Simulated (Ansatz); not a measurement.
# Geometry relaxation, with input and output: Si₃N₄ (part 2 of 2)

Continued. System: Si₃N₄ (14 atoms in the cell). Method: DFT PBEsol, scalar-relativistic, plane waves, PAW, no spin polarisation (Ansatz 0.2.0); cutoff 420 eV, 6×6×8 k-mesh, Gaussian smearing of 0.02 eV. The structure derives from an entry of the Crystallography Open Database.

Geometry of the input (Å; fractional positions):
```
7.6015  0.0000  0.0000
-3.8007  6.5831  0.0000
0.0000  0.0000  2.9061
Si 0.7685  0.1746  0.2500
Si 0.5939  0.7685  0.7500
Si 0.8254  0.5939  0.2500
Si 0.2315  0.8254  0.7500
Si 0.4061  0.2315  0.2500
Si 0.1746  0.4061  0.7500
N  0.0305  0.3303  0.2485
N  0.7002  0.0305  0.7485
N  0.6697  0.7002  0.2485
N  0.9695  0.6697  0.7485
N  0.2998  0.9695  0.2485
N  0.3303  0.2998  0.7485
N  0.6667  0.3333  0.2469
N  0.3333  0.6667  0.7469
```

Output, continued
```
--- Per-component energies (eV) ---
  E_band       = 53.684744
  E_kinetic    = 1346.594762
  E_local      = -2149.683519  (includes V_loc(G=0)·N_el)
  E_nonlocal   = 511.641352
  E_hartree    = 713.912791
  E_xc         = -818.408884
  E_vxc        = -907.978859  (∫ρ·V_xc dr)
  E_paw        = -3979.166092  (= ΣΔE_a)
  E_vpaw       = -174.715541  (= ΣTr[D̂ρ^β])
  E_aug_tail   = 0.000809  (compensation charges beyond the density's cutoff)
  E_ewald      = -2399.108660
  E_core_change = 0.414155  (= ΣΔE_core)
  E_smearing   = -0.000000  (= −TS)
  E_closure    = -0.000000  (closes the sum)
  Σ components = -6773.803287   (vs F -6773.803287, Δ=0.00e0)
--- Forces (eV/Å), atoms counted from 1 ---
  atom   1  Si     0.00014769     0.00002298    -0.00005002
  atom   2  Si     0.00005394     0.00013939    -0.00005002
  atom   3  Si    -0.00009374     0.00011641    -0.00005002
  atom   4  Si    -0.00014769    -0.00002298    -0.00005002
  atom   5  Si    -0.00005394    -0.00013939    -0.00005002
  atom   6  Si     0.00009374    -0.00011641    -0.00005002
  atom   7  N     -0.00034390    -0.00021268     0.00003602
  atom   8  N      0.00001224    -0.00040417     0.00003602
  atom   9  N      0.00035614    -0.00019149     0.00003602
  atom  10  N      0.00034390     0.00021268     0.00003602
  atom  11  N     -0.00001224     0.00040417     0.00003602
  atom  12  N     -0.00035614     0.00019149     0.00003602
  atom  13  N     -0.00000000    -0.00000000     0.00004178
  atom  14  N      0.00000000     0.00000000     0.00004178
  max |Σ_I F_I| component: 4.25e-7 eV/Å
--- Stress (GPa, compression-positive) ---
        0.047199       0.000000       0.000000
       -0.000000       0.047199       0.000000
        0.000000       0.000000       0.027161
  P = ⅓ Tr σ = 0.0405 GPa (0.405 kbar)
--- Band table (eV; the first three rows and the last of 40) ---
  k-point 0: bands = ["-10.0428", "-8.5659", "-8.5659", "-7.9456", "-7.8022", "-7.8022", "-6.5451", "-6.2277", "0.0297", "0.0297", "0.1181", "0.7496", "0.7496", "2.2614", "2.2614", "3.1177", "3.5624", "4.0642", "4.0642", "4.2521", "4.2521", "4.8139", "4.8139", "4.8409", "5.3583", "6.5835", "6.5835", "6.8188", "6.8188", "7.6483", "7.7350", "7.9203", "12.3140", "12.7106", "12.9011", "12.9011", "13.2020", "13.2020", "13.8991", "15.4584", "16.0188", "16.0188", "16.6610", "17.5261", "17.5261", "17.8010"]
  k-point 1: bands = ["-9.8544", "-8.3962", "-8.3962", "-7.8138", "-7.6553", "-7.6552", "-6.4696", "-6.1990", "0.0525", "0.0525", "0.2391", "0.7820", "0.7820", "2.3294", "2.3294", "2.7807", "3.1311", "3.5421", "3.5421", "3.6272", "3.6272", "4.5949", "4.7168", "4.7168", "4.7774", "6.5432", "6.5432", "6.8527", "6.8527", "7.0322", "7.1984", "8.1091", "13.3302", "13.4509", "13.7551", "13.7551", "13.7600", "13.7600", "14.2266", "15.5393", "15.8193", "15.8193", "17.0703", "17.0876", "17.0876", "17.2136"]
  k-point 2: bands = ["-9.3111", "-7.9217", "-7.9217", "-7.4691", "-7.2670", "-7.2670", "-6.2940", "-6.1964", "-0.1755", "-0.1755", "0.5380", "0.5380", "0.5576", "1.4119", "2.3117", "2.3117", "2.6085", "2.6398", "2.6398", "3.0705", "3.0705", "3.5432", "4.4942", "4.6619", "4.6619", "5.8980", "6.4398", "6.4398", "6.5074", "6.7900", "6.7900", "8.0519", "13.6655", "13.6655", "14.5287", "14.7143", "14.7143", "14.9584", "15.1859", "15.7194", "15.7194", "15.9081", "15.9176", "15.9176", "16.4884", "16.8775"]
  k-point 39: bands = ["-7.5014", "-7.5014", "-6.8961", "-6.8961", "-6.8769", "-6.8769", "-6.2097", "-6.2097", "-1.0310", "-1.0310", "-0.4004", "-0.4004", "-0.1601", "-0.1601", "1.6006", "1.6006", "1.9041", "1.9041", "3.2776", "3.2776", "3.5079", "3.5079", "3.7591", "3.7591", "5.3621", "5.3621", "6.2099", "6.2099", "6.7186", "6.7186", "6.9917", "6.9917", "12.9875", "12.9875", "13.7968", "13.7968", "14.1577", "14.1577", "14.3520", "14.3520", "14.5994", "14.5994", "15.6094", "15.6094", "17.0262", "17.0262"]
--- Relaxed structure (5 steps of the walk, 5 accepted, 1 SCFs on fresh bases) ---
  F+E_penalty+E_count = -6773.80328690 eV   max|allowed force component| = 4.042e-4 eV/Å   (the final SCF, on the basis selected at the relaxed cell)
  cell:  # Å, volume = 146.5086 Å³
    - [7.624150956200194, -2.8953376883334536e-11, 1.2524970876716086e-18]
    - [-3.8120754780750223, 6.602708410371264, -6.26248543831684e-19]
    - [4.788373641154637e-19, 4.700735009643192e-34, 2.9103790015670126]
  atoms:
    - { symbol: Si, position: [0.7675695387162857, 0.17394370518636967, 0.24891488705018652] }
    - { symbol: Si, position: [0.5936258335299162, 0.7675695387162859, 0.7489148870501866] }
    - { symbol: Si, position: [0.8260562948136303, 0.5936258335299163, 0.24891488705018652] }
    - { symbol: Si, position: [0.232430461283714, 0.8260562948136303, 0.7489148870501866] }
    - { symbol: Si, position: [0.40637416647008373, 0.23243046128371397, 0.24891488705018652] }
    - { symbol: Si, position: [0.17394370518636967, 0.4063741664700837, 0.7489148870501866] }
    - { symbol: N, position: [0.029625295140517732, 0.32999955288274896, 0.2489143518982056] }
    - { symbol: N, position: [0.6996257422577687, 0.029625295140517746, 0.7489143518982058] }
    - { symbol: N, position: [0.6700004471172509, 0.6996257422577687, 0.2489143518982056] }
    - { symbol: N, position: [0.9703747048594821, 0.6700004471172508, 0.7489143518982058] }
    - { symbol: N, position: [0.3003742577422313, 0.9703747048594821, 0.2489143518982056] }
    - { symbol: N, position: [0.32999955288274907, 0.3003742577422313, 0.7489143518982058] }
    - { symbol: N, position: [0.6666666666666667, 0.3333333333333332, 0.24891228315482383] }
    - { symbol: N, position: [0.33333333333333326, 0.6666666666666666, 0.7489122831548237] }
```

Trajectory as extended XYZ (Å, eV, eV/Å), 6 frames, from step=1 to step=6
```
14
Lattice="7.6015 0.0000 0.0000 -3.8007 6.5831 0.0000 0.0000 0.0000 2.9061" Properties=species:S:1:pos:R:3:forces:R:3 step=1 energy=-6773.79309 pressure_GPa=2.01
Si    5.1781    1.1493    0.7265   -0.0521   0.0072  -0.1220
Si    1.5937    5.0590    2.1796   -0.0323  -0.0415  -0.1220
Si    4.0172    3.9097    0.7265    0.0198  -0.0487  -0.1220
Si   -1.3773    5.4338    2.1796    0.0521  -0.0072  -0.1220
Si    2.2070    1.5241    0.7265    0.0323   0.0415  -0.1220
Si   -0.2164    2.6734    2.1796   -0.0198   0.0487  -0.1220
N    -1.0235    2.1744    0.7222   -0.0274  -0.0280   0.1062
N     5.2067    0.2009    2.1752    0.0105  -0.0378   0.1062
N     2.4294    4.6095    0.7222    0.0380  -0.0098   0.1062
N     4.8242    4.4087    2.1752    0.0274   0.0280   0.1062
N    -1.4059    6.3822    0.7222   -0.0105   0.0378   0.1062
N     1.3713    1.9735    2.1752   -0.0380   0.0098   0.1062
N     3.8007    2.1944    0.7175    0.0000   0.0000   0.0475
N     0.0000    4.3887    2.1706    0.0000   0.0000   0.0475
14
Lattice="7.6135 0.0000 0.0000 -3.8067 6.5934 0.0000 0.0000 0.0000 2.9079" Properties=species:S:1:pos:R:3:forces:R:3 step=2 energy=-6773.79832 pressure_GPa=1.00
Si    5.1843    1.1496    0.7261   -0.0255  -0.0059  -0.0902
Si    1.5966    5.0646    2.1801   -0.0077  -0.0250  -0.0902
Si    4.0257    3.9150    0.7261    0.0178  -0.0192  -0.0902
Si   -1.3776    5.4438    2.1801    0.0255   0.0059  -0.0902
Si    2.2102    1.5289    0.7261    0.0077   0.0250  -0.0902
Si   -0.2190    2.6785    2.1801   -0.0178   0.0192  -0.0902
N    -1.0273    2.1764    0.7229   -0.0114  -0.0043   0.0791
N     5.2149    0.1986    2.1768   -0.0020  -0.0120   0.0791
N     2.4355    4.6156    0.7229    0.0094  -0.0077   0.0791
N     4.8340    4.4170    2.1768    0.0114   0.0043   0.0791
N    -1.4082    6.3949    0.7229    0.0020   0.0120   0.0791
N     1.3712    1.9779    2.1768   -0.0094   0.0077   0.0791
N     3.8067    2.1978    0.7198    0.0000   0.0000   0.0333
N     0.0000    4.3956    2.1738    0.0000   0.0000   0.0333
14
Lattice="7.6248 0.0000 0.0000 -3.8124 6.6033 0.0000 0.0000 0.0000 2.9103" Properties=species:S:1:pos:R:3:forces:R:3 step=3 energy=-6773.79953 pressure_GPa=-0.03
Si    5.1896    1.1490    0.7252    0.0000  -0.0110  -0.0292
Si    1.5997    5.0688    2.1804    0.0095  -0.0055  -0.0292
Si    4.0349    3.9198    0.7252    0.0095   0.0055  -0.0292
Si   -1.3772    5.4543    2.1804    0.0000   0.0110  -0.0292
Si    2.2127    1.5344    0.7252   -0.0095   0.0055  -0.0292
Si   -0.2225    2.6835    2.1804   -0.0095  -0.0055  -0.0292
N    -1.0321    2.1788    0.7241    0.0068   0.0091   0.0251
N     5.2219    0.1956    2.1793   -0.0045   0.0104   0.0251
N     2.4415    4.6201    0.7241   -0.0113   0.0013   0.0251
N     4.8445    4.4245    2.1793   -0.0068  -0.0091   0.0251
N    -1.4095    6.4077    0.7241    0.0045  -0.0104   0.0251
N     1.3709    1.9832    2.1793    0.0113  -0.0013   0.0251
N     3.8124    2.2011    0.7229    0.0000   0.0000   0.0122
N     0.0000    4.4022    2.1781    0.0000   0.0000   0.0122
14
Lattice="7.6238 0.0000 0.0000 -3.8119 6.6024 0.0000 0.0000 0.0000 2.9108" Properties=species:S:1:pos:R:3:forces:R:3 step=4 energy=-6773.79970 pressure_GPa=-0.01
Si    5.1889    1.1484    0.7245   -0.0039   0.0035   0.0006
Si    1.5999    5.0679    2.1799   -0.0050  -0.0017   0.0006
Si    4.0348    3.9195    0.7245   -0.0010  -0.0051   0.0006
Si   -1.3770    5.4540    2.1799    0.0039  -0.0035   0.0006
Si    2.2120    1.5345    0.7245    0.0050   0.0017   0.0006
Si   -0.2229    2.6829    2.1799    0.0010   0.0051   0.0006
N    -1.0320    2.1788    0.7245   -0.0005  -0.0020  -0.0004
N     5.2209    0.1957    2.1799    0.0015  -0.0015  -0.0004
N     2.4410    4.6193    0.7245    0.0020   0.0006  -0.0004
N     4.8439    4.4236    2.1799    0.0005   0.0020  -0.0004
N    -1.4090    6.4067    0.7245   -0.0015   0.0015  -0.0004
N     1.3709    1.9831    2.1799   -0.0020  -0.0006  -0.0004
N     3.8119    2.2008    0.7246    0.0000   0.0000  -0.0003
N     0.0000    4.4016    2.1800    0.0000   0.0000  -0.0003
14
Lattice="7.6242 0.0000 0.0000 -3.8121 6.6027 0.0000 0.0000 0.0000 2.9104" Properties=species:S:1:pos:R:3:forces:R:3 step=5 energy=-6773.79972 pressure_GPa=-0.00
Si    5.1890    1.1485    0.7244    0.0002   0.0001  -0.0001
Si    1.5999    5.0680    2.1796    0.0000   0.0002  -0.0001
Si    4.0350    3.9195    0.7244   -0.0002   0.0001  -0.0001
Si   -1.3769    5.4542    2.1796   -0.0002  -0.0001  -0.0001
Si    2.2122    1.5347    0.7244    0.0000  -0.0002  -0.0001
Si   -0.2230    2.6832    2.1796    0.0002  -0.0001  -0.0001
N    -1.0321    2.1789    0.7244   -0.0003  -0.0003   0.0000
N     5.2211    0.1956    2.1796    0.0001  -0.0004   0.0000
N     2.4412    4.6194    0.7244    0.0004  -0.0001   0.0000
N     4.8442    4.4238    2.1796    0.0003   0.0003   0.0000
N    -1.4090    6.4071    0.7244   -0.0001   0.0004   0.0000
N     1.3709    1.9833    2.1796   -0.0004   0.0001   0.0000
N     3.8121    2.2009    0.7244    0.0000   0.0000   0.0000
N     0.0000    4.4018    2.1796    0.0000   0.0000   0.0000
14
Lattice="7.6242 0.0000 0.0000 -3.8121 6.6027 0.0000 0.0000 0.0000 2.9104" Properties=species:S:1:pos:R:3:forces:R:3 step=6 energy=-6773.80329 pressure_GPa=0.04
Si    5.1890    1.1485    0.7244    0.0001   0.0000  -0.0001
Si    1.5999    5.0680    2.1796    0.0001   0.0001  -0.0001
Si    4.0350    3.9195    0.7244   -0.0001   0.0001  -0.0001
Si   -1.3769    5.4542    2.1796   -0.0001   0.0000  -0.0001
Si    2.2122    1.5347    0.7244   -0.0001  -0.0001  -0.0001
Si   -0.2230    2.6832    2.1796    0.0001  -0.0001  -0.0001
N    -1.0321    2.1789    0.7244   -0.0003  -0.0002   0.0000
N     5.2211    0.1956    2.1796    0.0000  -0.0004   0.0000
N     2.4412    4.6194    0.7244    0.0004  -0.0002   0.0000
N     4.8442    4.4238    2.1796    0.0003   0.0002   0.0000
N    -1.4090    6.4071    0.7244    0.0000   0.0004   0.0000
N     1.3709    1.9833    2.1796   -0.0004   0.0002   0.0000
N     3.8121    2.2009    0.7244    0.0000   0.0000   0.0000
N     0.0000    4.4018    2.1796    0.0000   0.0000   0.0000
```

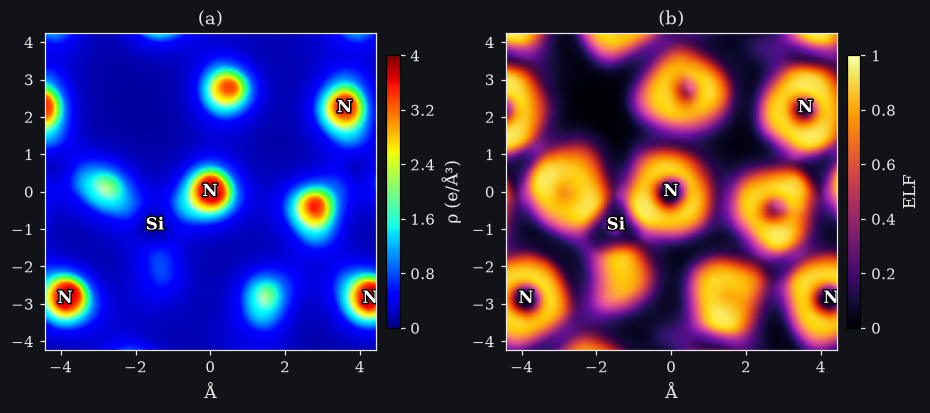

Figure 1. (a) valence electron density; (b) electron localisation function on the (111) plane of the conventional cell. Away from the nuclei the density in this plane falls to 0.007 e/Å³ at its lowest. In a PAW calculation such maps are meaningful between the atoms, not at the nuclei.

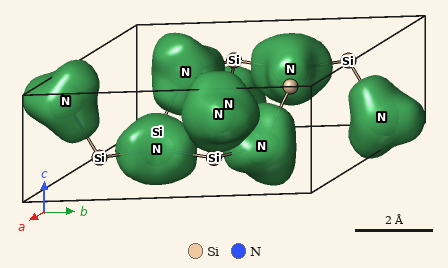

Figure 2. Isosurface of the ELF at 0.7 (green), seen slightly off an axis. Core shells and regions of very low density are left out. Sticks mark near contacts. The outline is the cell set on symmetry axes. Along the contacts the grid gives the following. Si–N (1.73 Å): the ELF peaks at about 0.90 between the atoms (a shared but strongly polarised pair).
